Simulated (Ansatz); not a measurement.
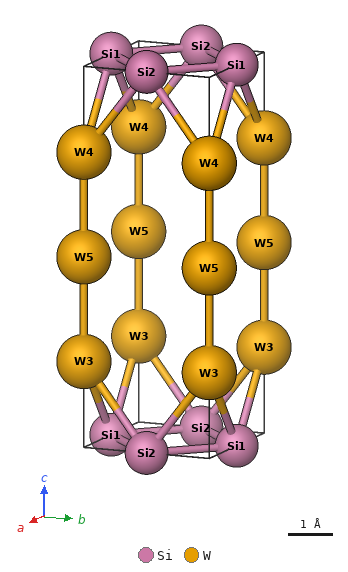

Starting structure of solid Si$_{2}$W$_{3}$ (a generated structure, set up in P4/mmm). Style: ball-and-stick. Shown: the cell of the calculation, slightly off an axis.

All numbers below come from Ansatz, DFT PBE, scalar-relativistic, plane waves, PAW.

Input file:
```yaml
crystal:
  lattice:
    - [3.1752411778, 0.0, 0.0]
    - [0.0, 3.1752411778, 0.0]
    - [0.0, 0.0, 9.0313407905]
  atoms:
    - { symbol: Si, position: [0.5, 0.0, 0.0] }
    - { symbol: Si, position: [0.0, 0.5, 0.0] }
    - { symbol: W, position: [0.0, 0.0, 0.2254351197] }
    - { symbol: W, position: [0.0, 0.0, 0.7745648803] }
    - { symbol: W, position: [0.0, 0.0, 0.5] }
basis:
  ecutwfc: 420
kpoints:
  mp_grid: { grid: [12, 12, 4] }
hamiltonian:
  xc: pbe
scf:
  occupations: { method: gaussian, width: 0.1 }
output:
  forces: true
  stress: true
  eigenvalues: true
  write_density: true
  write_potential: true
  elf: true
  volumetric_format: npy
relax:
  adjacent_minimum: "off"
  f_tol: 0.01
  max_steps: 80
  cell: { stress_tol: 0.05 }
```

Launched with:
```bash
ansatz run input.yaml --threads 1 --pin off --max-ram 2560MiB --backend cpu --events-out ev --progress --plain --runs-dir out
```

Q: Where does the relaxation end?

A: The largest moves relative to the cell, 0.016 Å, are those of W3 and W4. W3 goes along +c. Si stays in place. The drawn cell changes as follows: a = b 3.175 → 3.163 Å (−0.4 %), c 9.031 → 9.071 Å (+0.4 %); the volume changes by −0.3 %. Some distances before and after: Si1–W3 2.582 → 2.598 Å, W3–W3 3.175 → 3.163 Å, Si1–Si2 2.245 → 2.237 Å, W3–W5 2.480 → 2.474 Å. The space group stays P4/mmm (No. 123). After 4 accepted moves (5 points after the start) the energy has fallen by 4.1 meV per cell of the calculation. Largest force component: 0.18 eV/Å at the start, 0.0003 eV/Å at the end. Pressure: 0.06 GPa at the start and 0.00 GPa at the end. At 1 point the geometry stayed and the basis and grid were re-selected for the new cell (energy shift of 0.1 meV per cell of the calculation at most each time).

History of the run:

| step | E − E(0), meV/atom | largest force component, eV/Å | pressure, GPa | volume, Å³/atom | note |
| --- | --- | --- | --- | --- | --- |
| 0 | 0.00 | 0.1831 | 0.06 | 18.211 |  |
| 1 | -0.65 | 0.0392 | -0.02 | 18.188 |  |
| 2 | -0.83 | 0.0044 | 0.09 | 18.144 |  |
| 3 | -0.83 | 0.0044 | -0.11 | 18.162 |  |
| 4 | -0.84 | 0.0003 | 0.00 | 18.149 |  |
| 5 | -0.82 | 0.0003 | 0.00 | 18.149 | same geometry, new basis |

The structure at the end:

```
CELL_PARAMETERS angstrom
3.16295 0.00000 0.00000
0.00000 3.16295 0.00000
0.00000 0.00000 9.07090
ATOMIC_POSITIONS crystal
Si 0.50000 0.00000 0.00000
Si 0.00000 0.50000 0.00000
W 0.00000 0.00000 0.22722
W 0.00000 0.00000 0.77278
W 0.00000 0.00000 0.50000
```
